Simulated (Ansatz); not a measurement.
**From Si to Al**

System: Si (Fm-3m, 1 atom in the cell).
Method of run A: DFT PBEsol, scalar-relativistic, plane waves, PAW, no spin polarisation (Ansatz 0.2.0).
System of run B: Al (Fm-3m, 1 atom in the cell).

On run A: The structure was made by swapping elements on the sites of another compound; it need not be a known phase. On run B: The structure derives from a Materials Project entry. Text and figures count atoms from 1; the logs count them from 0 in places.

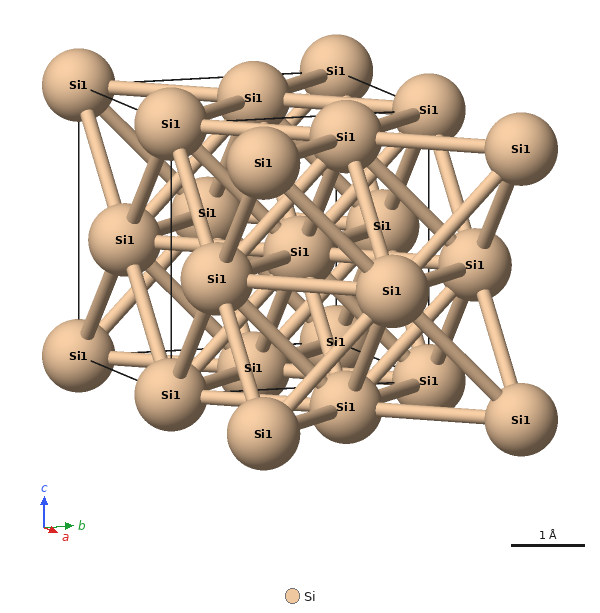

**Figure 1.** The structure (ball-and-stick view of the cell 4 times as large as that of the calculation, set on its symmetry axes, repeated 2 × 1 × 1, seen slightly off an axis; atoms are numbered from 1 in the order of the input). An atom can appear more than once, as a periodic image. Near neighbours in the periodic cell (some may lie outside the picture): Si has 12 Si at 2.68 Å.

The input, run A:
```yaml
crystal:
  lattice:
    - [0.0, 1.8969105883, 1.8969105883]
    - [1.8969105883, 0.0, 1.8969105883]
    - [1.8969105883, 1.8969105883, 0.0]
  atoms:
    - { symbol: Si, position: [0.0, 0.0, 0.0] }
basis:
  ecutwfc: 420
kpoints:
  mp_grid: { grid: [8, 8, 8] }
hamiltonian:
  xc: pbesol
scf:
  occupations: { method: gaussian, width: 0.1 }
output:
  forces: true
  stress: true
  eigenvalues: true
```

Launched with:
```bash
ansatz run input.yaml --threads 1 --pin off --max-ram 2560MiB --backend cpu --events-out ev --progress --plain --runs-dir out
```

Hardware: 1 thread of Intel Xeon (Granite Rapids), 192 GiB of memory available, shared host.

Output, shortened to warnings, some set-up lines, iterations and results (run A):
```
Basis set: ecut = 420 eV, 283 PW (Γ), exchange–correlation on 36×36×36 points (8 copies of the dense FFT grid, shifted against one another)
Symmetry: 48 space group operations
k-points: 29 of 512
Initial density: superposition of atomic densities (neutral atoms: chi_scale 0, normalization atom), corrected by the library's trained network
[...]
SCF iter   1: F=—  HF=-621.053688 eV  |F-HF|=—  |Δ(HF+E_count)|=         —  Δρ=2.60e-3  dr2=6.61e-4  ethr=1.77e-3  ⟨swp⟩=4.9  Hψ=1621  notcnv=0
SCF iter   2: F=—  HF=-621.053508 eV  |F-HF|=—  |Δ(HF+E_count)|=   1.80e-4  Δρ=1.20e-3  dr2=1.36e-4  ethr=1.65e-5  ⟨swp⟩=1.3  Hψ=417  notcnv=0
SCF iter   3: F=—  HF=-621.053475 eV  |F-HF|=—  |Δ(HF+E_count)|=   3.35e-5  Δρ=8.37e-5  dr2=8.13e-7  ethr=3.41e-6  ⟨swp⟩=2.0  Hψ=220  notcnv=0
SCF iter   4: F=—  HF=-621.053478 eV  |F-HF|=—  |Δ(HF+E_count)|=   3.66e-6  Δρ=3.60e-5  dr2=1.17e-7  ethr=2.03e-8  ⟨swp⟩=1.0  Hψ=167  notcnv=0
SCF iter   5: F=-621.053478 eV  HF=-621.053478 eV  |F-HF|=3.40e-10  |Δ(HF+E_count)|=   1.30e-8  Δρ=2.42e-6  dr2=7.98e-10  ethr=2.92e-9  ⟨swp⟩=1.9  Hψ=212  notcnv=0
SCF iter   6: F=-621.053478 eV  HF=-621.053478 eV  |F-HF|=2.16e-11  |Δ(HF+E_count)|=  2.83e-10  Δρ=5.74e-7  dr2=4.62e-11  ethr=2.00e-11  ⟨swp⟩=1.8  Hψ=531  notcnv=0
SCF 1 converged in 6 iterations: F = -621.053478 eV  dr2 = 4.62e-11
SCF converged after 6 iterations
Free energy (F): -621.053478 eV
Harris-Foulkes:  -621.053478 eV  (|F-HF|=2.16e-11)
Internal energy: -621.048601 eV  (E = F + TS)
E sigma→0 (E₀):  -621.051040 eV
Entropy (-TS):   -0.004877 eV (-4.877 meV/atom)
Fermi energy:    11.637594 eV
--- Per-component energies (eV) ---
  E_band       = 22.336570
  E_kinetic    = 42.335531
  E_local      = 4.643044  (includes V_loc(G=0)·N_el)
  E_nonlocal   = 25.343468
  E_hartree    = 0.335259
  E_xc         = -56.176686
  E_vxc        = -48.736093  (∫ρ·V_xc dr)
  E_paw        = -498.344125  (= ΣΔE_a)
  E_vpaw       = -1.919909  (= ΣTr[D̂ρ^β])
  E_aug_tail   = 0.000007  (compensation charges beyond the density's cutoff)
  E_ewald      = -139.216659
  E_core_change = 0.031561  (= ΣΔE_core)
  E_smearing   = -0.004877  (= −TS)
  E_closure    = 0.000000  (closes the sum)
  Σ components = -621.053478   (vs F -621.053478, Δ=0.00e0)
--- Forces (eV/Å), atoms counted from 1 ---
  atom   1  Si     0.00000000     0.00000000     0.00000000
  max |Σ_I F_I| component: 3.29e-32 eV/Å
--- Stress (GPa, compression-positive) ---
        1.920642      -0.000000      -0.000000
        0.000000       1.920642      -0.000000
        0.000000       0.000000       1.920642
  P = ⅓ Tr σ = 1.9206 GPa (19.206 kbar)
```

The input of run B differs as follows (lines with − go, lines with + come):
```diff
-    - [0.0, 1.8969105883, 1.8969105883]
-    - [1.8969105883, 0.0, 1.8969105883]
-    - [1.8969105883, 1.8969105883, 0.0]
+    - [0.0, 2.0194648466, 2.0194648466]
+    - [2.0194648466, 0.0, 2.0194648466]
+    - [2.0194648466, 2.0194648466, 0.0]
-    - { symbol: Si, position: [0.0, 0.0, 0.0] }
+    - { symbol: Al, position: [0.0, 0.0, 0.0] }
```

Predict how the results change.

The total energies belong to different systems, so their difference says nothing on which is more stable or more accurate. The pressure goes from 1.92 to −1.31 GPa. The volume per atom goes from 13.65 to 16.47 Å³. The number of SCF iterations is the same. The plane waves at Γ go from 283 to 331.

Output, shortened to warnings, some set-up lines, iterations and results (run B):
```
Basis set: ecut = 420 eV, 331 PW (Γ), exchange–correlation on 40×40×40 points (8 copies of the dense FFT grid, shifted against one another)
Symmetry: 48 space group operations
k-points: 29 of 512
Initial density: superposition of atomic densities (neutral atoms: chi_scale 0, normalization atom), corrected by the library's trained network
[...]
SCF iter   1: F=—  HF=-524.542294 eV  |F-HF|=—  |Δ(HF+E_count)|=         —  Δρ=9.54e-4  dr2=1.15e-4  ethr=1.77e-3  ⟨swp⟩=4.8  Hψ=1506  notcnv=0
SCF iter   2: F=—  HF=-524.542298 eV  |F-HF|=—  |Δ(HF+E_count)|=   4.17e-6  Δρ=4.34e-4  dr2=2.12e-5  ethr=3.84e-6  ⟨swp⟩=1.4  Hψ=421  notcnv=0
SCF iter   3: F=—  HF=-524.542317 eV  |F-HF|=—  |Δ(HF+E_count)|=   1.91e-5  Δρ=2.74e-5  dr2=7.61e-8  ethr=7.08e-7  ⟨swp⟩=1.0  Hψ=160  notcnv=0
SCF iter   4: F=-524.542317 eV  HF=-524.542317 eV  |F-HF|=3.44e-11  |Δ(HF+E_count)|=   1.96e-8  Δρ=7.66e-7  dr2=4.55e-11  ethr=2.54e-9  ⟨swp⟩=1.2  Hψ=166  notcnv=0
SCF iter   5: F=-524.542317 eV  HF=-524.542317 eV  |F-HF|=1.14e-13  |Δ(HF+E_count)|=  4.90e-11  Δρ=6.67e-8  dr2=5.08e-13  ethr=1.52e-12  ⟨swp⟩=2.0  Hψ=204  notcnv=0
SCF iter   6: F=-524.542317 eV  HF=-524.542317 eV  |F-HF|=1.14e-13  |Δ(HF+E_count)|=  1.14e-13  Δρ=2.11e-8  dr2=8.03e-14  ethr=1.00e-12  ⟨swp⟩=2.1  Hψ=598  notcnv=0
SCF 1 converged in 6 iterations: F = -524.542317 eV  dr2 = 8.03e-14
SCF converged after 6 iterations
Free energy (F): -524.542317 eV
Harris-Foulkes:  -524.542317 eV  (|F-HF|=1.14e-13)
Internal energy: -524.539176 eV  (E = F + TS)
E sigma→0 (E₀):  -524.540746 eV
Entropy (-TS):   -0.003142 eV (-3.142 meV/atom)
Fermi energy:    7.958110 eV
--- Per-component energies (eV) ---
  E_band       = 10.445296
  E_kinetic    = 22.871918
  E_local      = 9.775951  (includes V_loc(G=0)·N_el)
  E_nonlocal   = 10.359137
  E_hartree    = 0.108051
  E_xc         = -39.406077
  E_vxc        = -29.163379  (∫ρ·V_xc dr)
  E_paw        = -454.710243  (= ΣΔE_a)
  E_vpaw       = -3.614429  (= ΣTr[D̂ρ^β])
  E_aug_tail   = -0.000003  (compensation charges beyond the density's cutoff)
  E_ewald      = -73.557049
  E_core_change = 0.019139  (= ΣΔE_core)
  E_smearing   = -0.003142  (= −TS)
  E_closure    = 0.000000  (closes the sum)
  Σ components = -524.542317   (vs F -524.542317, Δ=0.00e0)
--- Forces (eV/Å), atoms counted from 1 ---
  atom   1  Al    -0.00000000    -0.00000000     0.00000000
  max |Σ_I F_I| component: 1.64e-32 eV/Å
--- Stress (GPa, compression-positive) ---
       -1.306157       0.000000       0.000000
       -0.000000      -1.306157      -0.000000
        0.000000      -0.000000      -1.306157
  P = ⅓ Tr σ = -1.3062 GPa (-13.062 kbar)
```

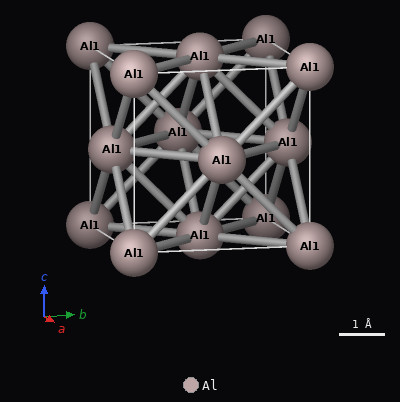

**Figure 2.** The input structure of run B (ball-and-stick view of the cell 4 times as large as that of the calculation, set on its symmetry axes, seen slightly off an axis; atoms are numbered from 1 in the order of the input). An atom can appear more than once, as a periodic image.

The two runs side by side:

| quantity | run A | run B |
| --- | --- | --- |
| outcome | converged | converged |
| free energy per atom (eV) | −621.0535 | −524.5423 |
| energy per atom, smearing taken to zero (eV) | −621.0510 | −524.5407 |
| gap on the mesh (eV) | 0.00 | 0.00 |
| pressure (GPa) | 1.92 | −1.31 |
| volume per atom (Å³) | 13.65 | 16.47 |
| largest force (eV/Å) | 0.000 | 0.000 |
| SCF iterations | 6 | 6 |
| irreducible k-points | 29 | 29 |
| plane waves at Γ | 283 | 331 |
